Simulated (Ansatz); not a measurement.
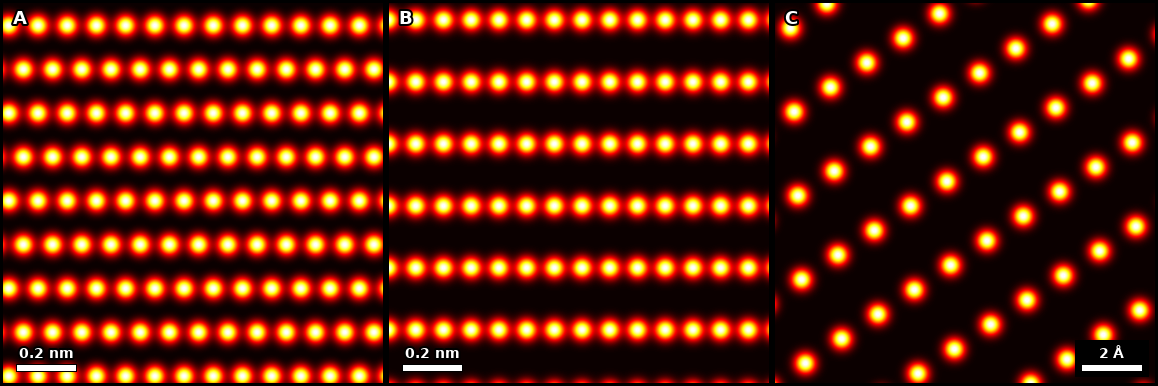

Three views of Ta (Fm-3m, No. 225) along different zone axes. The image is simulated as a sum over atoms of Z^1.6, blurred by a 0.57 Å probe (no channelling). Model: the geometry relaxed with Ansatz 0.2.0, DFT, revPBE, plane waves (420 eV) with PAW, scalar-relativistic; the starting structure was generated, so it need not be a known form of this composition.

```yaml
crystal:
  lattice:
    - [4.24060, 0.00000, 0.00000]
    - [0.00000, 4.24060, 0.00000]
    - [0.00000, 0.00000, 4.24060]
  atoms:
    - { symbol: Ta, position: [0.00000, 0.00000, 0.00000] }
    - { symbol: Ta, position: [0.00000, 0.50000, 0.50000] }
    - { symbol: Ta, position: [0.50000, 0.00000, 0.50000] }
    - { symbol: Ta, position: [0.50000, 0.50000, 0.00000] }
```

Match the panels to the zone axes [210], [211] and [221].

A is [221]: projected cell 1.00 × 1.58 Å, 108°, plane group c2mm. B is [210]: projected cell 0.95 × 2.12 Å, 90°, plane group p2mm. C is [211]: projected cell 1.50 × 2.45 Å, 90°, plane group p2mm.
